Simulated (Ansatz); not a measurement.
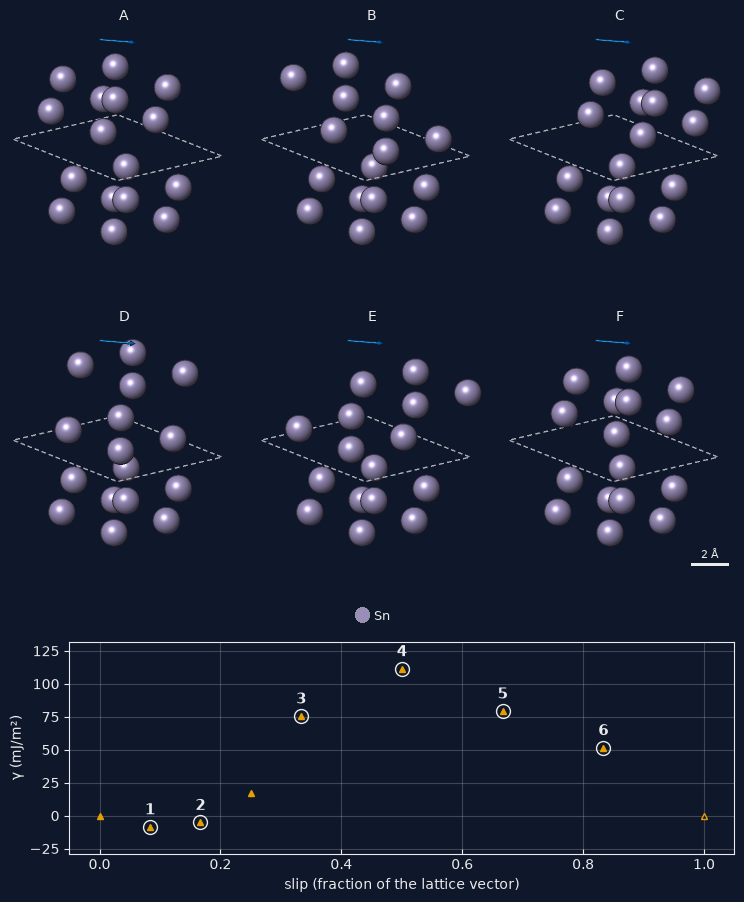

Energy scan for a crystal of Sn (I4/mmm), in which the crystal above a cut along the (0 1 1) plane of the conventional cell (between a plane of Sn below and one of Sn above, 2.79 Å apart) is slid rigidly by fractions of an in-plane lattice vector 5.81 Å long (a generalised stacking fault). One cut stands in each cell, which starts 11.2 Å high; nothing is relaxed, and the dashed outline marks the cut, the arrow on top the direction of slip. The frames are shuffled; the numbered points of the plot belong to them. Hollow markers are points alike by symmetry, not computed again. Style: spheres-only. Shown: the layers on both sides of the cut, obliquely from above.

Theory: Ansatz, DFT r2SCAN, scalar-relativistic, plane waves, PAW. Set-up: plane-wave cutoff 500 eV; k-point mesh 14 × 16 × 5; occupations gaussian; smearing width 0.15 eV; no spin polarisation. Energies (free energies at the smearing named) are counted from the cell as listed in its source, which wasn't relaxed.

### Which frame belongs to which numbered point?

Point 1 is frame C (the slip 0.083, −8.4 mJ/m²); 2 is frame E (the slip 0.167, −5.1 mJ/m²); 3 is frame D (the slip 0.333, 75.6 mJ/m²); 4 is frame B (the slip 0.50, 111.5 mJ/m²); 5 is frame A (the slip 0.667, 79.4 mJ/m²); 6 is frame F (the slip 0.833, 51.6 mJ/m²). The curve starts and ends at zero, since a full lattice vector restores the crystal. Its highest computed point is 111.5 mJ/m² at slip 0.50. The points are too sparse to place its extrema closely. Relaxation across the fault would lower the values.
